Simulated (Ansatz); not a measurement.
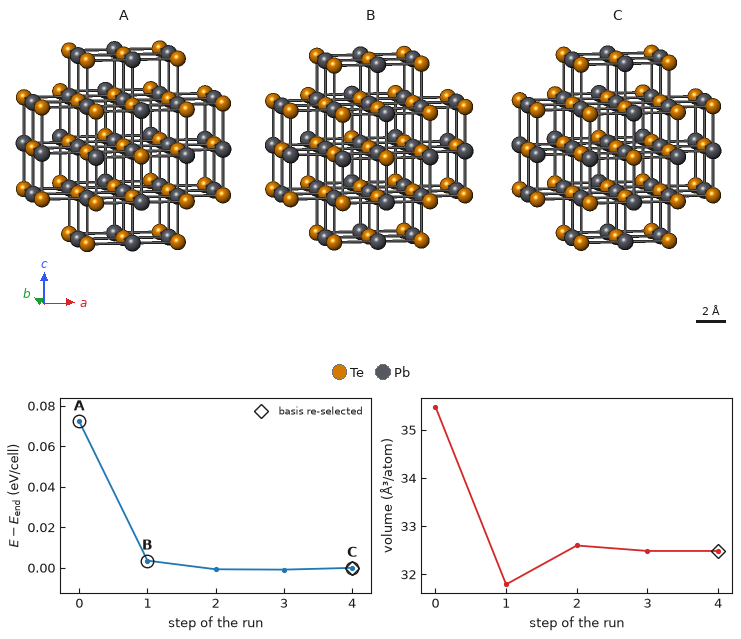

Frames of a relaxation of crystalline TePb (built on the measured structure type), marked on the history of the run. A ball-and-stick model of the conventional cell (4 times the calculation's cell), seen slightly off an axis. Lengths and directions refer to the drawn axes.

Theory: Ansatz, DFT, LDA, plane waves, PAW.

The input:
```yaml
crystal:
  lattice:
    - [0.0, 3.2860552957, 3.2860552957]
    - [3.2860552957, 0.0, 3.2860552957]
    - [3.2860552957, 3.2860552957, 0.0]
  atoms:
    - { symbol: Te, position: [0.5, 0.5, 0.5] }
    - { symbol: Pb, position: [0.0, 0.0, 0.0] }
kpoints:
  mp_grid: { grid: [6, 6, 6] }
hamiltonian:
  xc: lda
scf:
  occupations: { method: fermi_dirac, width: 0.02 }
relax:
  f_tol: 0.005
  cell: {}
```

Command:
```bash
ansatz run input.yaml --threads 2 --pin off --max-ram 2211MiB --backend cpu --events-out ev --progress --plain --runs-dir out
```

Question: What happens along the run?

Answer: After 3 accepted moves (4 points after the start) the energy has fallen by 72.3 meV per cell of the calculation. All forces vanish by symmetry, so only the cell relaxes. Pressure: −3.55 GPa at the start and −0.02 GPa at the end. At 1 point the geometry stayed and the basis and grid were re-selected for the new cell (energy shift of 0.9 meV per cell of the calculation at most each time). No atom moves by more than 0.005 Å relative to the cell. Cell: a = b = c 6.572 → 6.382 Å (−2.9 %). Volume −8.4 %. Among the contacts that change: Te1–Pb2 3.286 → 3.191 Å. The space group stays Fm-3m (No. 225). From step 0 to 1: volume −10.4 %, energy −68.7 meV per cell of the calculation. From step 1 to 4: volume +2.2 %, energy −3.6 meV per cell of the calculation.
